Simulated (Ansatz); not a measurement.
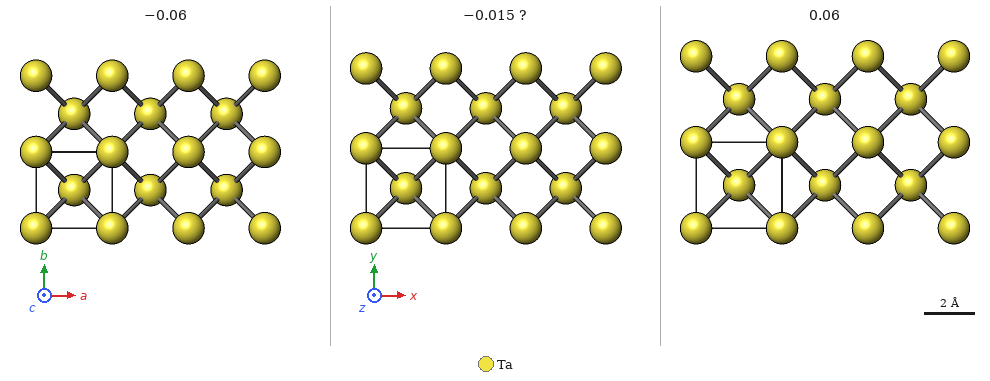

Solid Ta (Im-3m): the cell is strained equally along x and y, with the atoms kept at their fractional coordinates. x, y and z are the Cartesian axes of the input. Style: ball-and-stick. Shown: the conventional cell (2 times the calculation's cell), repeated 3 × 2 × 2 with one cell outlined, along the c axis. Lengths and directions refer to the drawn axes.

Theory: DFT PBE, scalar-relativistic, plane waves, PAW (Ansatz 0.2.0). Settings: plane-wave cutoff 420 eV; k-point mesh 20 × 20 × 20; occupations gaussian; smearing width 0.15 eV; no spin polarisation. Energies (free energies at the smearing named) are counted from the cell as listed in its source, which wasn't relaxed.

```
 strain  ΔE (meV/atom)
−0.0600          252.7
−0.0450          146.1
−0.0300           70.4
−0.0150              ?
 0.0000            0.0
 0.0150            0.5
 0.0300           21.4
 0.0450           60.1
 0.0525           85.4
 0.0600          114.4
```

Question: One row is withheld. What is its energy?

Answer: A straight line between the two neighbours gives 35.2 meV/atom. A cubic through the four nearest rows (−0.0450, −0.0300, 0.0000, 0.0150) gives, with Lagrange weights, (−0.1667)(146.1) + (0.6667)(70.4) + (0.6667)(0.0) + (−0.1667)(0.5) = 22.5 meV/atom. The calculation gives 22.5 meV/atom, so the cubic is right to the digits shown and the straight line 12.7 meV/atom too high, as the curve bends upwards here.

The whole profile:

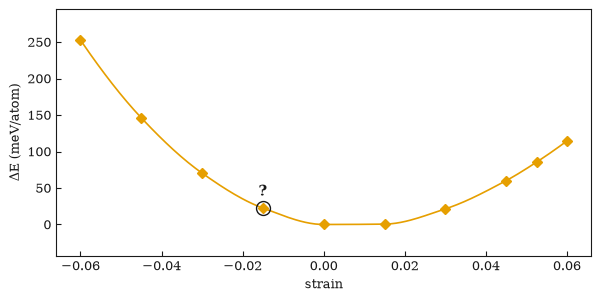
